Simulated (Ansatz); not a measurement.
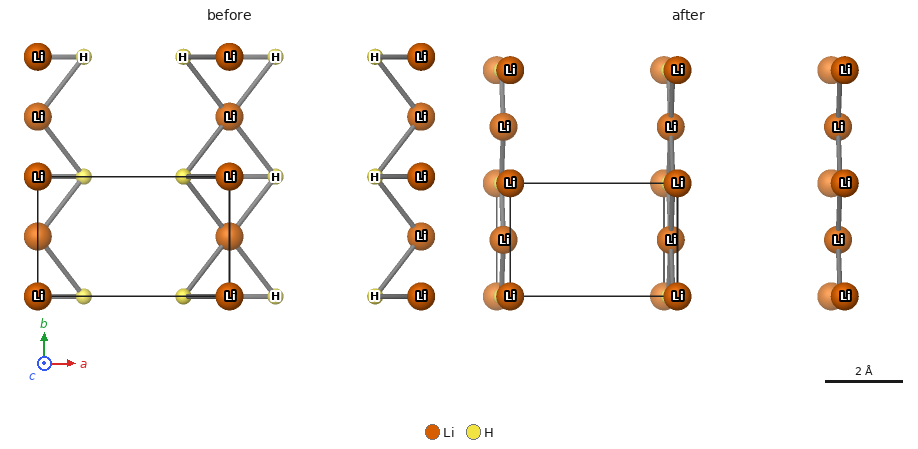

The structure of crystalline LiH (a generated structure, set up in P2/m) (coarse preliminary run) before (left) and after (right) a relaxation, at one scale.

Style: ball-and-stick. Shown: the cell of the calculation, repeated 2 × 2 × 1 with one cell outlined, along the c axis.

Theory: Ansatz 0.2.0, DFT PBE, scalar-relativistic, plane waves, PAW. Set-up: plane-wave cutoff 420 eV; k-point mesh 4 × 6 × 4; occupations gaussian; smearing width 0.1 eV; no spin polarisation; cell and atoms relaxed; force threshold 0.04 eV/Å; at most 70 steps.

Q: Describe what moved and what it gained.

A: The largest moves relative to the cell, 1.10 Å, are those of H atoms. Li stays in place. Cell: a 4.991 → 4.367 Å (−12.5 %), b 3.120 → 2.945 Å (−5.6 %), c 5.403 → 5.807 Å (+7.5 %), β 90.0° → 82.3°. Volume −12.1 %. Some distances before and after: H–Li 2.163 → 1.667 Å, H–Li 2.163 → 1.923 Å. The space group stays P2/m (No. 10). After 9 accepted moves (10 points after the start) the energy has fallen by 273 meV per atom. Largest force component: 1 eV/Å at the start, 0.014 eV/Å at the end. The pressure goes from −3.41 to 0.03 GPa. At 1 point the geometry stayed and the basis and grid were re-selected for the new cell (energy shift of 0.1 meV per atom at most each time).
